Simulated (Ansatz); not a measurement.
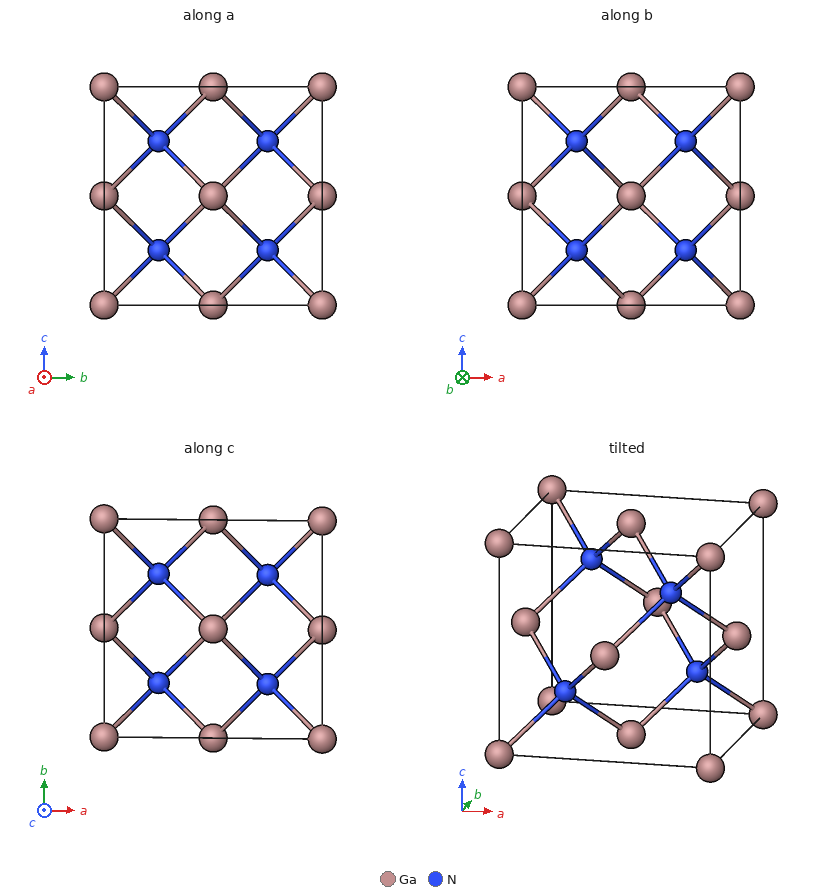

Drawn in the ball-and-stick manner and seen along the a axis, along the b axis, along the c axis and slightly off an axis. The lines enclose the drawn cell (a repeat of the simulation cell); boundary atoms appear with their images.

Lattice parameters: a = 4.4980 Å, b = 4.4980 Å, c = 4.4979 Å, α = 90.000°, β = 90.000°, γ = 90.573°.

Transcribe the picture into a CIF in P1 with every atom of the cell, with free fractional coordinates to two decimals.

```cif
data_structure
_symmetry_space_group_name_H-M 'P 1'
_symmetry_Int_Tables_number 1
_cell_length_a 4.4980
_cell_length_b 4.4980
_cell_length_c 4.4979
_cell_angle_alpha 90.000
_cell_angle_beta 90.000
_cell_angle_gamma 90.573
_cell_volume 91.00
loop_
_atom_site_label
_atom_site_type_symbol
_atom_site_fract_x
_atom_site_fract_y
_atom_site_fract_z
_atom_site_occupancy
Ga1 Ga 0.00 0.00 0.00 1
Ga2 Ga 0.50 0.50 0.00 1
Ga3 Ga 0.50 0.00 0.50 1
Ga4 Ga 0.00 0.50 0.50 1
N1 N 0.25 0.25 0.25 1
N2 N 0.75 0.75 0.25 1
N3 N 0.75 0.25 0.75 1
N4 N 0.25 0.75 0.75 1
```

The model was built from a structure type filled with these elements by a generator (whether the compound takes this form wasn't checked). Earlier steps of the study may have refined or changed the cell and positions. It was run through Ansatz as a DFT input.
